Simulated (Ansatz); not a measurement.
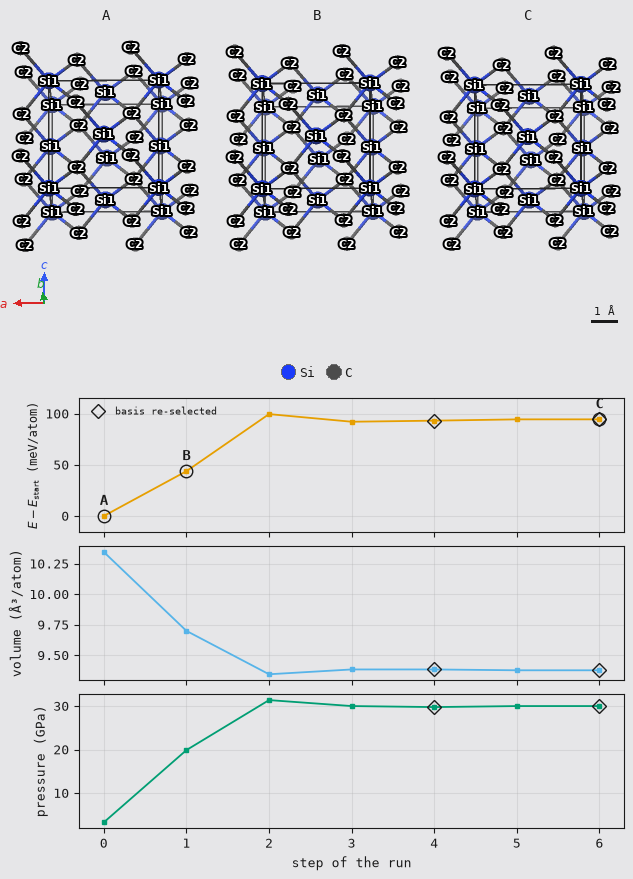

Frames of a relaxation of solid SiC (set up in F-43m), marked on the history of the run. A ball-and-stick model of the conventional cell (4 times the calculation's cell), seen from a free direction. Lengths and directions refer to the drawn axes.

The run lets cell and atoms move.

Method: Kohn-Sham DFT of a periodic cell, PBE, Ansatz PAW in Ansatz 0.2.0.

Input
```yaml
crystal:
  lattice:
    - [0.0, 2.179, 2.179]
    - [2.179, 0.0, 2.179]
    - [2.179, 2.179, 0.0]
  atoms:
    - { symbol: Si, position: [0.0, 0.0, 0.0] }
    - { symbol: C, position: [0.75, 0.75, 0.75] }
hamiltonian:
  xc: pbe
  pseudopotentials: { kind: paw }
kpoints:
  mp_grid: { grid: [10, 10, 10] }
scf:
  occupations: { method: fermi_dirac, width: 0.05 }
output:
  forces: true
  stress: true
  eigenvalues: true
relax:
  f_tol: 0.01
  max_steps: 40
  cell: { stress_tol: 0.05, p_target: 30.0 }
```

Run as
```bash
ansatz run input.yaml --threads 2 --pin off --max-ram 5632MiB --backend cpu --events-out ev --progress --plain --runs-dir out
```

> Describe the path.

Over 4 accepted moves (6 points after the start) the energy rises by 94.5 meV per atom. With the target pressure of 30 GPa, the enthalpy E + pV changes by −86.9 meV per atom. All forces vanish by symmetry, so only the cell relaxes. The pressure goes from 3.27 to 30.00 GPa. At 2 points the geometry stayed and the basis and grid were re-selected for the new cell (energy shift of 1.1 meV per atom at most each time). The atoms keep their places relative to the cell (all moves are under 0.005 Å). Cell: a = b = c 4.358 → 4.218 Å (−3.2 %). Volume −9.4 %. Near-neighbour distances that change, for instance: Si1–C2 1.887 → 1.826 Å. The space group stays F-43m (No. 216). Cost: 4 s on 2 threads of Arm Neoverse V2, with other jobs on the host, peak memory 0.27 GiB. From step 0 to 1: volume −6.2 %, energy +43.8 meV per atom. From step 1 to 6: volume −3.3 %, energy +50.7 meV per atom.

```tsv
step	E − E(0), meV/atom	pressure, GPa	volume, Å³/atom	note
0	0.00	3.27	10.346	
1	43.80	19.88	9.700	
2	99.59	31.37	9.345	
3	92.13	30.00	9.384	
4	93.18	29.76	9.384	same geometry, new basis
5	94.44	30.00	9.377	
6	94.46	30.00	9.377	same geometry, new basis
```
